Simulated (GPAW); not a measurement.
System: TePb (space group Fm-3m).

Calculation (GPAW 26.7.0): PAW DFT in plane waves, on a grid or in atomic orbitals, no spin polarisation; energies at scaled volumes of the given cell, shape and fractions fixed, counted from the fit's minimum, third-order Birch-Murnaghan fit. All runs: no spin polarisation.

```json
{"setting": "occupations", "value": "Fermi–Dirac"}
{"setting": "smearing width", "value": "0.05 eV"}
{"setting": "wave cutoff", "value": "600 eV"}
```

Settings that differ: r2SCAN: k mesh 7×7×7, potentials GPAW-PAW-data-sets-(gpaw-data-1.2.1); PBEsol: k mesh 7×7×7, potentials PAW-data-sets-made-by gpaw-setup-for-the-functional; PBE: k mesh 6×6×6, potentials GPAW-PAW-data-sets-(gpaw-data-1.2.1).

Predict the pressure against volume, with one curve for each functional. The cases: r2SCAN; PBEsol; PBE.

The fitted equilibrium volumes, smallest first, are PBEsol 33.196, r2SCAN 34.717, PBE 35.228 Å³/atom. The fitted bulk moduli, smallest first, are PBE 38.9, r2SCAN 42.4, PBEsol 45.0 GPa. For r2SCAN, the pressure falls from 4.69 GPa at volume 31.71 Å³/atom to −1.18 GPa at 35.75 Å³/atom, and changes sign near 34.72 Å³/atom. For PBEsol, the pressure falls from 2.29 GPa at volume 31.71 Å³/atom to −2.84 GPa at 35.75 Å³/atom, and changes sign near 33.20 Å³/atom.

r2SCAN:
```csv
volume (Å³/atom),pressure (GPa)
31.71,4.69
32.38,3.43
33.05,2.31
33.73,1.29
34.40,0.38
35.08,-0.44
35.75,-1.18
```

PBEsol:
```csv
volume (Å³/atom),pressure (GPa)
31.71,2.29
32.38,1.18
33.05,0.19
33.73,-0.70
34.40,-1.49
35.08,-2.20
35.75,-2.84
```

PBE:
```csv
volume (Å³/atom),pressure (GPa)
31.71,5.20
32.38,3.96
33.05,2.86
33.73,1.86
34.40,0.96
35.08,0.16
35.75,-0.56
```

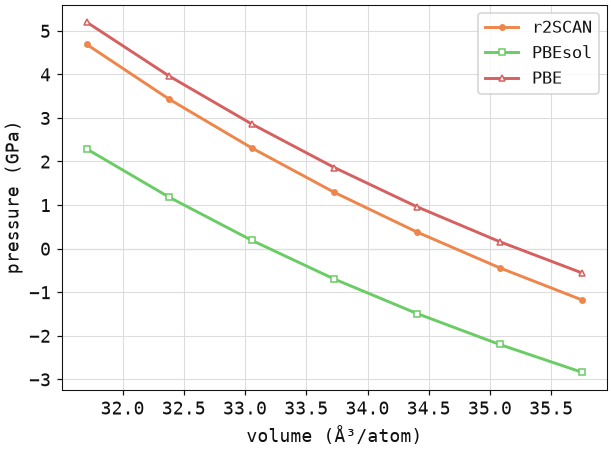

Keep in mind: the fit and the printed pressures don't fully agree, or the minimum lies near the end of the range (r2SCAN); spin-orbit coupling left out, heavy elements.
